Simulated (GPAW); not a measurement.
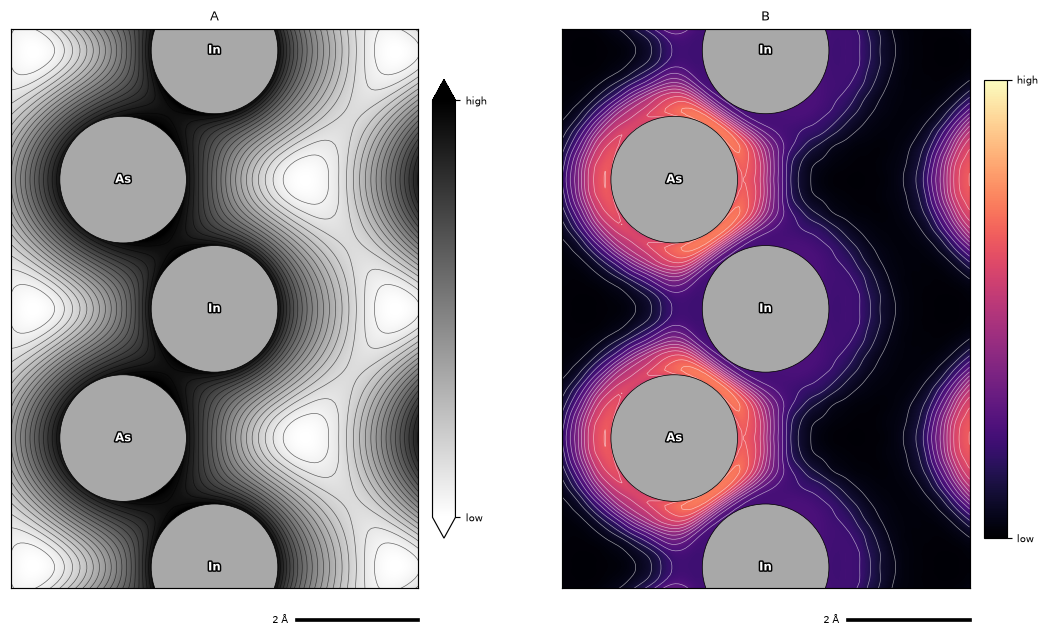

InAs: 2 fields on the (101) plane of the conventional cell, with unlabelled colour scales. Grey discs cover the atomic cores.

Space group F-43m.

Level of theory: Kohn-Sham DFT of a periodic cell, PBEsol, PAW data sets made by gpaw-setup for the functional in GPAW 26.7.0.

> Match the panels to the quantities (electron localisation function and valence pseudo-density).

Panel A: valence pseudo-density. Panel B: electron localisation function. From the grid: In–As (2.61 Å): ρ is about 0.42 e/Å³ halfway; the ELF is about 0.50 at the midpoint.
